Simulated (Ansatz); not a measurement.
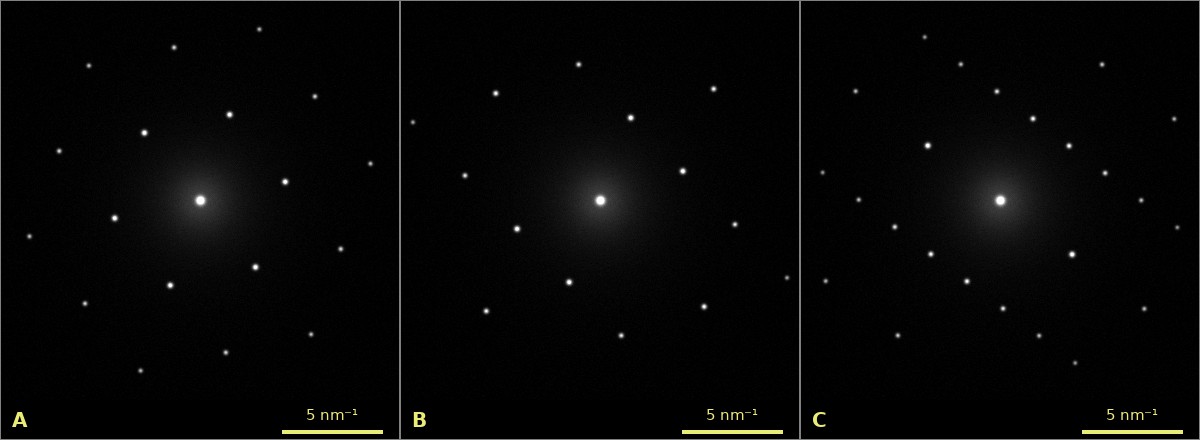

The patterns are kinematic simulations for 300 kV electrons (no multiple scattering; isotropic B = 0.5 Å²).

All three come from Mo, space group Fddd (No. 70), a = 2.62 Å, b = 5.37 Å, c = 8.85 Å. Structure: the end point of a relaxation with DFT, PBEsol, plane waves (420 eV) with PAW, scalar-relativistic in Ansatz 0.2.0; the starting structure was generated, so it need not be a known form of this composition.

```csv
atom,site,symmetry,x,y,z
Mo,8b,222,0.7500,0.7500,0.7500
```

Assign the zone axes [100], [101], [110] to A, B and C.

A is [100]: centred rectangular net of 0 2 -2 at d = 2.29 Å and 0 2 2 at d = 2.29 Å, at 62.4°. B is [101]: centred rectangular net of 0 2 0 (itself extinct) at d = 2.68 Å and 1 1 -1 at d = 2.28 Å, at 64.9°. C is [110]: centred rectangular net of 0 0 2 (itself extinct) at d = 4.43 Å and 1 -1 1 at d = 2.28 Å, at 75.1°.
